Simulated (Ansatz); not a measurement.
**Zn5S: density, localisation and related maps**

```xyz
6
Lattice="4.5512 0.0000 0.0000 -2.2756 3.9415 0.0000 0.0000 0.0000 5.7359" Properties=species:S:1:pos:R:3 pbc="T T T"
Zn   -0.7546    1.3070    0.0000
Zn    1.5210    2.6345    0.0000
Zn    1.5092    0.0000    0.0000
Zn    2.2756    1.3138    2.8679
Zn    0.0000    2.6277    2.8679
S     0.0000    0.0000    2.8679
```

Space group P-62m; a structure generated by program, which may or may not match a known phase.

These are results of DFT PBE, scalar-relativistic, plane waves, PAW (Ansatz 0.2.0), not measurements.

Core electrons are frozen (PAW), and the valence fields are smoothed inside the atomic spheres.

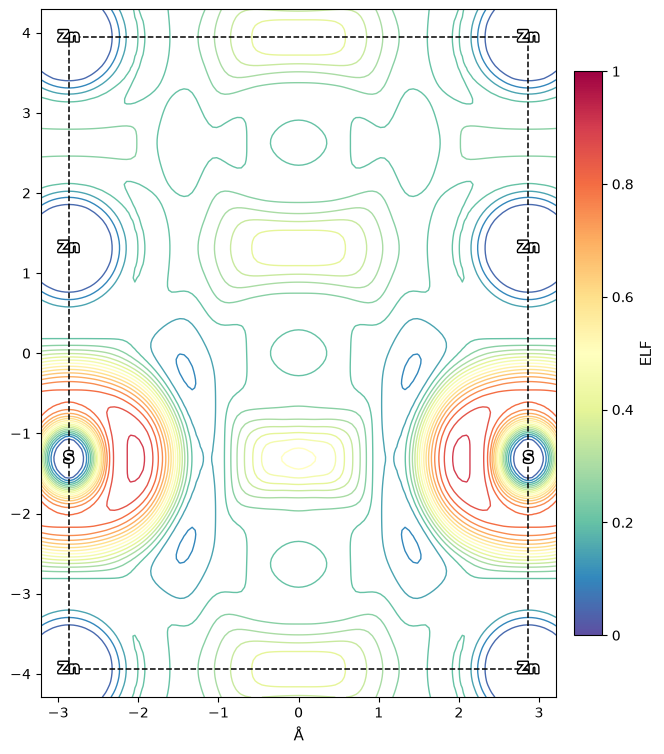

Figure 1. ELF on the (110) plane of the conventional cell.

**What does the map show?**

The plane passes through Zn and S nuclei. Atoms just off the plane (Zn, 0.8 Å away) can leave unmarked features too. Zn–S (2.63 Å): the ELF peaks at about 0.80 in the valence shell of S, 0.8 Å from its nucleus, and drops to about 0.20 between the two atoms.

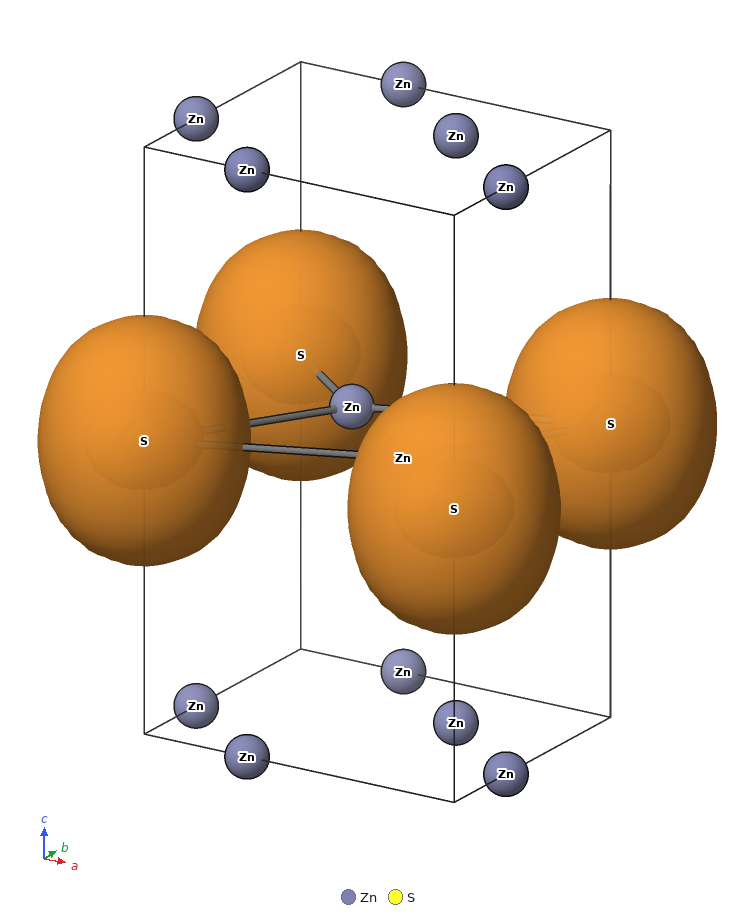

Figure 2. Isosurface of the ELF at 0.7 (orange), seen slightly off an axis. Core shells and regions of very low density are left out. Sticks mark near contacts.

**Identify the bonds, lone pairs and shells in this picture.**

The ELF exceeds this value in one region wrapped around S (its valence shell), counted in one cell of 6 atoms. Regions shared between cells count once.

**Does the calculation make it a metal, or give it a gap?**

It is metallic or semimetallic at this level of theory: no gap opens.
